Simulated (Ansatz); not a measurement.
# Geometry relaxation, with input and output: W (part 1 of 2)

The run: geometry relaxation of W (slab, 5 atoms in the cell). Method and program: DFT PBE, scalar-relativistic, plane waves, PAW, no spin polarisation (Ansatz 0.2.0).

It belongs to a series of runs on one base structure; here: (1 1 0) slab, atoms relaxed. Figures and captions count atoms from 1; the log counts them from 0 in places.

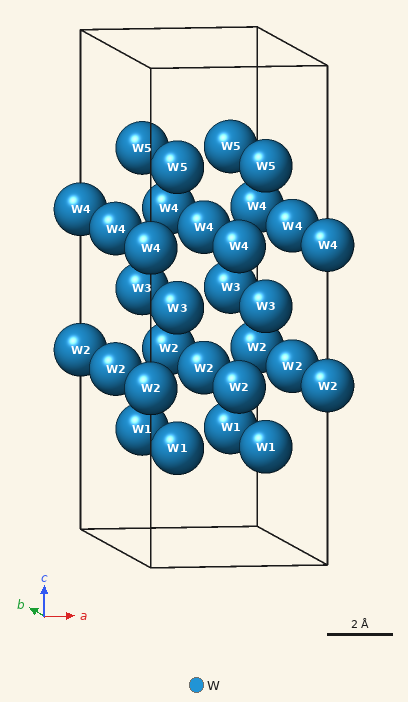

*The structure as given in the input (spheres-only view of the 2 × 2 repeat of the cell, with the vacuum cut short, seen slightly off an axis; atoms are numbered from 1 in the order of the input).*

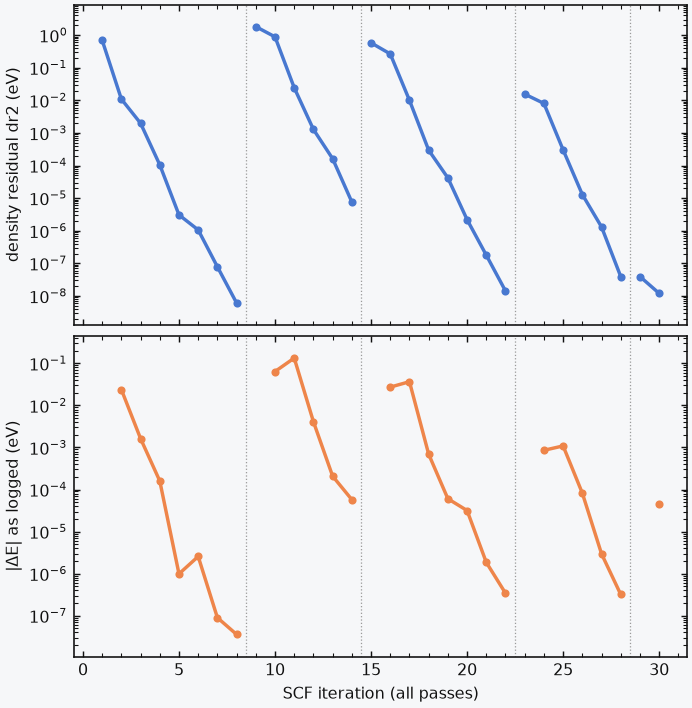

*Convergence of the self-consistent field: density residual dr2 and size of the energy change against the SCF iteration. The dotted lines part the SCF passes of the relaxation: geometry steps, rejected trials and re-solves on a re-selected basis.*

The 5 passes take 2 to 8 iterations each, 30 in all.

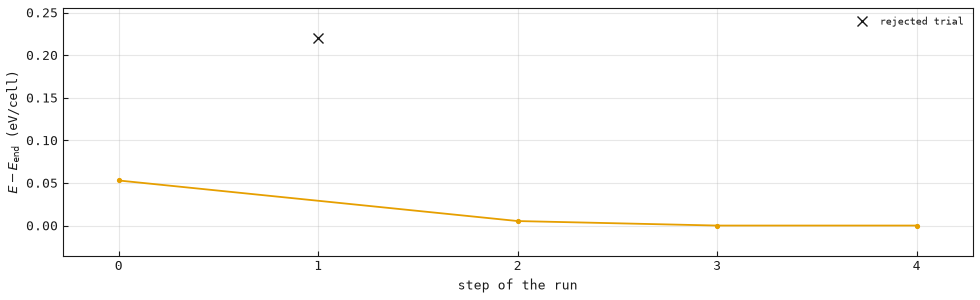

*Progress of the relaxation, step by step (the first geometry is step 0 here and step 1 in the log).*

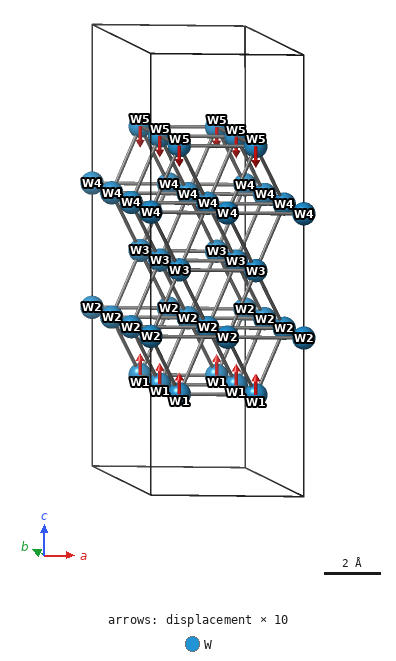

*The starting structure with the displacements as red arrows, magnified 10 times (ball-and-stick view of the 2 × 3 repeat of the cell, with the vacuum cut short, seen slightly off an axis).*

After 4 geometry steps the energy has fallen by 52.9 meV per cell of the calculation. The largest force component goes from 0.65 to 0.02 eV/Å. The line search rejected the trial step at point 1 (counted from 0) and went back. The largest moves, 0.078 Å, are those of W1 and W5. The cell doesn't change. Among the contacts that change: W1–W2 2.757 → 2.690 Å. Among the angles that change: W2–W1–W2 70.5° → 72.6°. (Atoms are counted from 1 in the order of the input.)

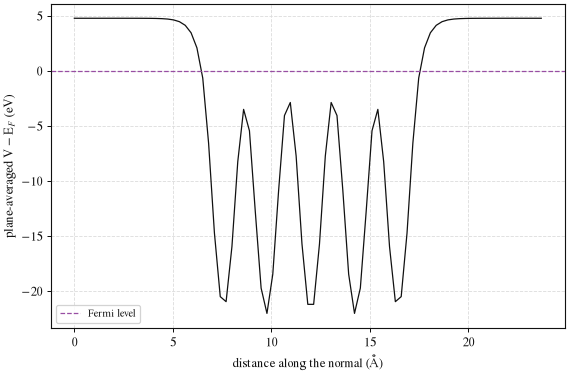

*Plane average of the electrostatic potential energy of an electron across the cell, from the Fermi level.*

The vacuum level lies 4.77 eV above the Fermi level.

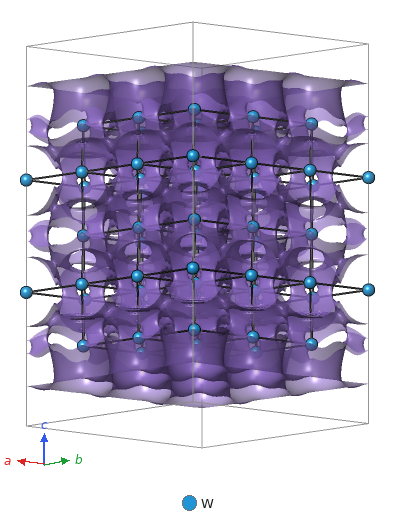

*Isosurface of the electron localisation function at 0.4 (purple), seen at an oblique angle. Only the valence region is drawn (cores and ρ < 0.01 e/Å³ removed). Sticks mark near contacts.*

Counts are for one cell; the picture repeats the cell along the surface. Profiles from the grid: W–W (2.69 Å): the ELF is about 0.40 at the midpoint, which marks metallic bonding. In a PAW calculation such maps are meaningful between the atoms, not at the nuclei.

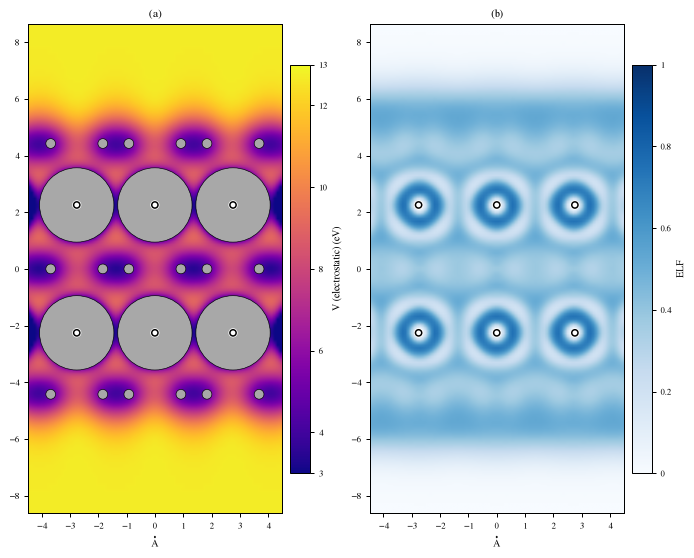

*(a) electrostatic potential (local pseudopotential plus Hartree) felt by an electron; (b) electron localisation function on the (100) plane of the calculation cell, a cut from vacuum to vacuum. Circles mark the nuclei in the plane (W). Grey discs, where drawn, cover atomic cores.*

Atoms in the plane: W. W–W (2.76 Å): the ELF is about 0.40 at the midpoint, as expected for metallic bonding. The strong features right at W lie inside the PAW spheres (semicore, d or f shells) and say nothing about bonding.

The input and output of the run follow.

Input file
```yaml
crystal:
  lattice:
    - [2.7570339078, 0.0, 0.0]
    - [-0.9190113026, 2.5993564963, 0.0]
    - [0.0, 0.0, 24.004435037]
  atoms:
    - { symbol: W, position: [0.5, 0.5, 0.3124422628] }
    - { symbol: W, position: [0.0, 0.0, 0.4062211314] }
    - { symbol: W, position: [0.5, 0.5, 0.5] }
    - { symbol: W, position: [0.0, 0.0, 0.5937788686] }
    - { symbol: W, position: [0.5, 0.5, 0.6875577372] }
basis:
  ecutwfc: 420
kpoints:
  mp_grid: { grid: [13, 13, 1] }
hamiltonian:
  xc: pbe
scf:
  occupations: { method: gaussian, width: 0.1 }
output:
  forces: true
  eigenvalues: true
  write_density: true
  write_potential: true
  elf: true
  volumetric_format: npy
relax:
  adjacent_minimum: "off"
  f_tol: 0.02
  max_steps: 60
efield:
  axis: 3
  dipole_correction: true
  ramp_width: 0.04
```

Run as:
```bash
ansatz run input.yaml --threads 2 --pin off --max-ram 5632MiB --backend cpu --events-out ev --progress --plain --runs-dir out
```

Output
```
Engine: ansatz 0.2.0, aarch64-unknown-linux-gnu
Pseudopotentials: kind: paw
Pseudopotential: W, paw, valence charge 14, recommended cutoff 420 eV (normal), W.paw.azcp
Functional definition: PBE
  parameter kappa = 0.804
  parameter beta = 0.06672455060314922
  exchange = pbe_x(kappa = kappa, mu = beta*pi^2/3)
  correlation = pbe_c(beta = beta)
Crystal: 5 atoms, lattice volume = 172.028 Å³
Basis set: ecut = 420 eV, 3415 PW (Γ), exchange–correlation on 40×40×324 points (8 copies of the dense FFT grid, shifted against one another)
Bands: 42, of which v1, the nominal top of the filled ones, is band 35 counted from 1 (34 counted from 0)
Symmetry: 4 space group operations
k-points: 49 of 169
Non-local potential: W, projectors of the file, l = 0: 3, l = 1: 2, l = 2: 2, l = 3: 1
PAW form: soft (Blöchl's): semilocal exchange-correlation on the pseudo side does not see the compensation charge
PAW one-centre angular grid: W, 590 points (default); XC on 64 Gauss nodes
Initial density: superposition of atomic densities (neutral atoms: chi_scale 0, normalization atom), corrected by the library's trained network
Initial wavefunctions: pseudopotential atomic-orbital guess
Functional: x = pbe(κ = 0.804, μ = 0.2195149727645171), c = pbe(β = 0.06672455060314922)
SCF iter   1: F=—  HF=-51921.172834 eV  |F-HF|=—  |Δ(HF+E_count)|=         —  Δρ=6.48e-3  dr2=6.99e-1  ethr=1.77e-3  p=0.000 e·Å  D=3.14e-13 V/Å  ΔV_dip=-0.00 eV  dr2_dipole=1.99e-6  V_vac-E_F(+/−)=5.02/5.02 eV  ⟨swp⟩=8.1  Hψ=9679  notcnv=0
efield: sawtooth ramp at fractional position 0.9800 (placed from the atoms, in the widest stretch of the axis that holds none; the zero of the levels goes with the place), width 0.0400; the density the first Hamiltonian is built on has a dipole p = 0.000 e·Å; the dipole correction subtracts the counter field D = 3.14e-13 V/Å, which shifts the + side's vacuum level by -0.00 eV against the − side's; the planar-averaged density in the ramp window peaks in size at 3.3e-5 e/Å³
preconditioner: auto → LDOS  [metal: Δε(μ)=0.026 eV  Ē_g=4.652 eV  σ=0.100 eV  W_gap=0.14  n_scr=16 (ndim 8)  ℏωp=15.5 eV  f_vac=0.463  D(μ)=4.21/eV (n_scr^D=16)  β→1.0]
SCF iter   2: F=—  HF=-51921.148939 eV  |F-HF|=—  |Δ(HF+E_count)|=   2.39e-2  Δρ=2.11e-3  dr2=1.09e-2  ethr=9.99e-4  p=-0.000 e·Å  D=-2.85e-5 V/Å  ΔV_dip=0.00 eV  dr2_dipole=1.16e-6  V_vac-E_F(+/−)=4.90/4.90 eV  ⟨swp⟩=2.0  Hψ=2632  notcnv=0  defer=30
SCF iter   3: F=—  HF=-51921.147305 eV  |F-HF|=—  |Δ(HF+E_count)|=   1.63e-3  Δρ=5.90e-4  dr2=1.98e-3  ethr=1.56e-5  p=-0.000 e·Å  D=-6.44e-6 V/Å  ΔV_dip=0.00 eV  dr2_dipole=9.71e-8  V_vac-E_F(+/−)=4.90/4.90 eV  ⟨swp⟩=3.3  Hψ=3811  notcnv=0  defer=30
SCF iter   4: F=—  HF=-51921.147145 eV  |F-HF|=—  |Δ(HF+E_count)|=   1.60e-4  Δρ=1.46e-4  dr2=1.05e-4  ethr=2.83e-6  p=-0.000 e·Å  D=-2.18e-6 V/Å  ΔV_dip=0.00 eV  dr2_dipole=1.36e-9  V_vac-E_F(+/−)=4.89/4.89 eV  ⟨swp⟩=2.1  Hψ=2695  notcnv=0  defer=22
iter 5 did not close the SCF: its close was put off for the readings that it lacked (scf_convergence_deferred on its scf_iter line)
SCF iter   5: F=-51921.147146 eV  HF=-51921.147144 eV  |F-HF|=1.42e-6  |Δ(HF+E_count)|=   9.87e-7  Δρ=3.70e-5  dr2=3.06e-6  ethr=1.50e-7  p=-0.000 e·Å  D=-6.69e-7 V/Å  ΔV_dip=0.00 eV  dr2_dipole=1.97e-12  V_vac-E_F(+/−)=4.89/4.89 eV  ⟨swp⟩=2.6  Hψ=2949  notcnv=0  defer=15
iter 6 did not close the SCF: its close was put off until two iterations running show no level that it waits for move by more than its bar (scf_convergence_deferred on its scf_iter line)
SCF iter   6: F=-51921.147146 eV  HF=-51921.147147 eV  |F-HF|=5.96e-7  |Δ(HF+E_count)|=   2.56e-6  Δρ=1.31e-5  dr2=1.06e-6  ethr=4.37e-9  p=-0.000 e·Å  D=-7.23e-8 V/Å  ΔV_dip=0.00 eV  dr2_dipole=4.37e-13  V_vac-E_F(+/−)=4.89/4.89 eV  ⟨swp⟩=18.4  Hψ=21712  notcnv=0
iter 7 did not close the SCF: its close was put off until two iterations running show no level that it waits for move by more than its bar (scf_convergence_deferred on its scf_iter line)
SCF iter   7: F=-51921.147147 eV  HF=-51921.147147 eV  |F-HF|=1.43e-8  |Δ(HF+E_count)|=   8.95e-8  Δρ=4.11e-6  dr2=7.83e-8  ethr=1.52e-9  p=0.000 e·Å  D=5.14e-8 V/Å  ΔV_dip=-0.00 eV  dr2_dipole=6.41e-12  V_vac-E_F(+/−)=4.89/4.89 eV  ⟨swp⟩=10.8  Hψ=17164  notcnv=0
SCF iter   8: F=-51921.147147 eV  HF=-51921.147147 eV  |F-HF|=2.04e-10  |Δ(HF+E_count)|=   3.58e-8  Δρ=1.22e-6  dr2=6.07e-9  ethr=1.12e-10  p=0.000 e·Å  D=2.01e-8 V/Å  ΔV_dip=-0.00 eV  dr2_dipole=2.50e-13  V_vac-E_F(+/−)=4.89/4.89 eV  ⟨swp⟩=9.6  Hψ=15314  notcnv=0
SCF 1 converged in 8 iterations: F = -51921.147147 eV  dr2 = 6.07e-9
  greatest PAW one-centre occupation: 1.000 electrons in one spin orbital (limit 2), on the W atom at site 0 (counted from 0), in its partial waves of l = 0
relax step   1: F+E_penalty+E_count = -51921.14714680 eV  Δ(F+E_penalty+E_count) = +0.000e0 eV  max|allowed force component| = 6.459e-1 eV/Å  Δτ_max = 0.0000 Å  (8 SCF iters, dr2 threshold 1.00e-5 eV, accepted)
Initial density: handed on by an earlier stage of this run
Initial wavefunctions: those handed on with the density
iter 1 solved again at ethr=2.54e-3 eV; its pass at ethr=3.10e-3 eV (dr2=1.78e0 eV) is discarded
SCF iter   1: F=—  HF=-51921.181261 eV  |F-HF|=—  |Δ(HF+E_count)|=         —  Δρ=1.69e-2  dr2=1.82e0  ethr=2.54e-3  p=0.000 e·Å  D=2.01e-8 V/Å  ΔV_dip=-0.00 eV  dr2_dipole=6.97e-12  V_vac-E_F(+/−)=4.99/4.99 eV  ⟨swp⟩=1.1  Hψ=8951  notcnv=0  defer=30
efield: sawtooth ramp at fractional position 0.9800 (handed on by an earlier solve), width 0.0400; the density the first Hamiltonian is built on has a dipole p = 0.000 e·Å; the dipole correction subtracts the counter field D = 2.01e-8 V/Å, which shifts the + side's vacuum level by -0.00 eV against the − side's; the planar-averaged density in the ramp window peaks in size at 4.6e-6 e/Å³
preconditioner: auto → LDOS  [metal: Δε(μ)=0.014 eV  Ē_g=4.903 eV  σ=0.100 eV  W_gap=0.08  n_scr=16 (ndim 8)  ℏωp=15.5 eV  f_vac=0.481  D(μ)=3.21/eV (n_scr^D=14)  β→1.0]
SCF iter   2: F=—  HF=-51921.117129 eV  |F-HF|=—  |Δ(HF+E_count)|=   6.41e-2  Δρ=1.08e-2  dr2=8.84e-1  ethr=2.54e-3  p=0.000 e·Å  D=9.35e-7 V/Å  ΔV_dip=-0.00 eV  dr2_dipole=2.01e-11  V_vac-E_F(+/−)=4.44/4.44 eV  ⟨swp⟩=3.3  Hψ=4028  notcnv=0  defer=36
SCF iter   3: F=—  HF=-51920.983612 eV  |F-HF|=—  |Δ(HF+E_count)|=   1.34e-1  Δρ=2.21e-3  dr2=2.43e-2  ethr=1.26e-3  p=-0.000 e·Å  D=-9.95e-7 V/Å  ΔV_dip=0.00 eV  dr2_dipole=3.94e-12  V_vac-E_F(+/−)=4.66/4.66 eV  ⟨swp⟩=3.0  Hψ=3656  notcnv=0  defer=75
SCF iter   4: F=—  HF=-51920.979509 eV  |F-HF|=—  |Δ(HF+E_count)|=   4.10e-3  Δρ=6.83e-4  dr2=1.28e-3  ethr=3.47e-5  p=-0.000 e·Å  D=-3.51e-7 V/Å  ΔV_dip=0.00 eV  dr2_dipole=7.10e-13  V_vac-E_F(+/−)=4.63/4.63 eV  ⟨swp⟩=2.9  Hψ=3715  notcnv=0  defer=73
SCF iter   5: F=—  HF=-51920.979718 eV  |F-HF|=—  |Δ(HF+E_count)|=   2.08e-4  Δρ=2.35e-4  dr2=1.62e-4  ethr=1.82e-6  p=-0.000 e·Å  D=-2.76e-7 V/Å  ΔV_dip=0.00 eV  dr2_dipole=1.21e-11  V_vac-E_F(+/−)=4.63/4.63 eV  ⟨swp⟩=2.4  Hψ=3148  notcnv=0  defer=73
SCF iter   6: F=-51920.979781 eV  HF=-51920.979775 eV  |F-HF|=5.69e-6  |Δ(HF+E_count)|=   5.75e-5  Δρ=6.44e-5  dr2=7.61e-6  ethr=3.73e-8  p=-0.000 e·Å  D=-4.67e-8 V/Å  ΔV_dip=0.00 eV  dr2_dipole=3.16e-14  V_vac-E_F(+/−)=4.62/4.62 eV  ⟨swp⟩=21.9  Hψ=23666  notcnv=0
SCF 2 converged in 6 iterations: F = -51920.979781 eV  dr2 = 7.61e-6
  greatest PAW one-centre occupation: 1.000 electrons in one spin orbital (limit 2), on the W atom at site 2 (counted from 0), in its partial waves of l = 0
relax step   2: F+E_penalty+E_count = -51920.97978089 eV  Δ(F+E_penalty+E_count) = +1.674e-1 eV  max|allowed force component| = 1.700e0 eV/Å  Δτ_max = 0.1942 Å  (6 SCF iters, dr2 threshold 2.61e-5 eV, rejected (line search))
iter 1 solved again at ethr=8.32e-4 eV; its pass at ethr=3.10e-3 eV (dr2=5.82e-1 eV) is discarded
```
